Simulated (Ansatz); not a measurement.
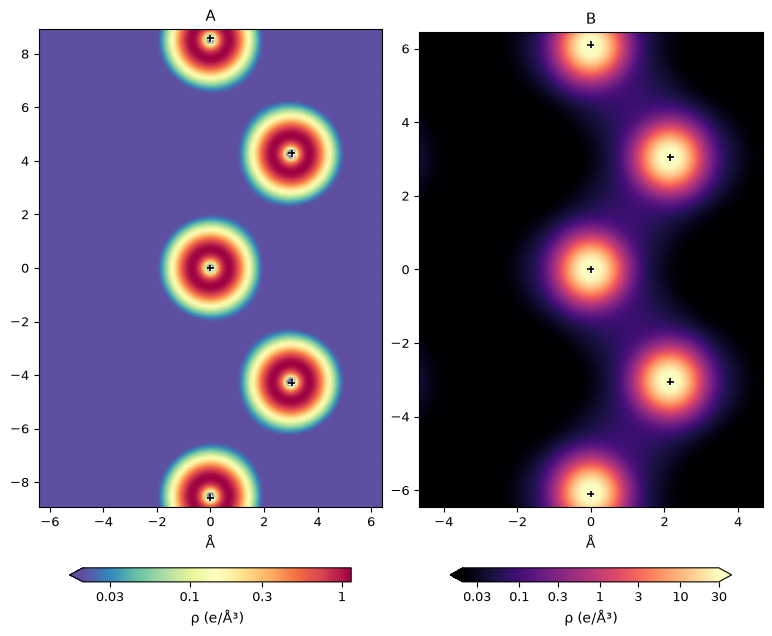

The valence pseudo-density of 2 systems, each on a plane through atoms (crosses mark nuclei in the plane).

These are results of Ansatz, DFT, revPBE, plane waves (420 eV) with PAW, scalar-relativistic, not measurements.

System 1: Cs, the (101) plane of the conventional cell. Space group Fd-3m; set up as Cs, diamond; a generated structure, not necessarily the stable one; changed on purpose from its base cell (volume × 1.08).

System 2: Yb, the (110) plane of the conventional cell. Space group Fd-3m; set up as Yb, diamond; a generated structure, not necessarily the stable one; changed on purpose from its base cell (volume × 0.92); computed without spin polarisation; no Hubbard U on the f states and no spin–orbit coupling.

Which map belongs to which system?

Answer. Panel A is system 1, Cs: the plane holds Cs. Cs–Cs (5.25 Å): ρ at the midpoint is about 0.01 e/Å³. Panel B is system 2, Yb: the plane holds Yb. Yb–Yb (3.74 Å): the density is about 0.08 e/Å³ at the midpoint.
